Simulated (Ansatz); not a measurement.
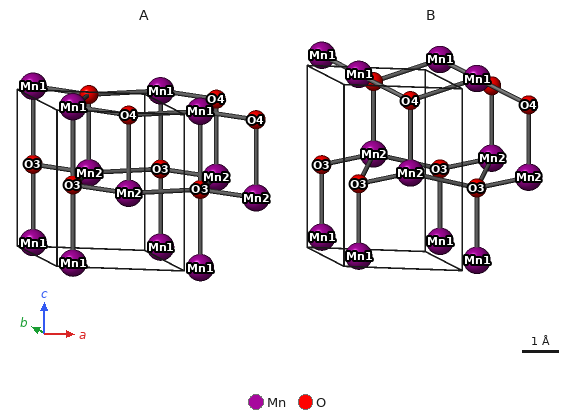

Two geometries of a crystal of MnO (set up in P6_3mc), drawn at one scale. One is the start of a relaxation, the other its converged end. The picture is a ball-and-stick view of the cell of the calculation, repeated 2 × 2 × 1 with one cell outlined, seen slightly off an axis.

All numbers below come from DFT r2SCAN, scalar-relativistic, plane waves, PAW in Ansatz. (plane-wave cutoff 500 eV; k-point mesh 12 × 12 × 8; occupations gaussian; smearing width 0.1 eV; collinear spin; cell relaxed at fixed volume; force threshold 0.01 eV/Å; at most 30 steps)

Q: Which geometry has the lower energy?

A: Structure A is the relaxed one. Case: volume × 0.94, shape and atoms relaxed. After 6 accepted moves (7 points after the start) the energy has fallen by 25.9 meV per atom. Largest force component: 0.016 eV/Å at the start, 0.00021 eV/Å at the end. Pressure: 8.63 GPa at the start and 1.09 GPa at the end. The SCF was repeated once at an unchanged geometry on a basis and grid sized afresh for the cell, which shifted the energy by 0.4 meV per atom at most. The largest moves relative to the cell, 0.23 Å, are those of Mn1, Mn2, O3 and O4. Mn1 goes along −c. Largest moves by element: Mn 0.23 Å, O 0.23 Å. The drawn cell changes at constant volume: a = b 3.377 → 3.643 Å (+7.9 %), c 5.150 → 4.427 Å (−14.0 %). Some distances before and after: Mn1–O3 3.100 → 2.214 Å, Mn1–O3 (another image) 2.050 → 2.214 Å, Mn1–O4 2.019 → 2.103 Å. New bonds form, among them: Mn1–O3 (3.10 → 2.21 Å), Mn2–O4 (3.10 → 2.21 Å). Among the angles between lasting bonds that change: O3–Mn1–O4 105.1° → 90.0°, Mn1–O4–Mn2 105.1° → 90.0°, Mn1–O4–Mn1 113.5° → 120.0°. The space group (tolerance 0.01 Å) goes from P6_3mc (No. 186) to P6_3/mmc (No. 194). The run may lie on a higher electronic state than the lowest, so the end point isn't shown to be the ground-state structure. Cost: 3.8 min on 1 thread of AMD EPYC 9R45 96-Core Processor (Zen 5), with other jobs on the host, peak memory 0.73 GiB.
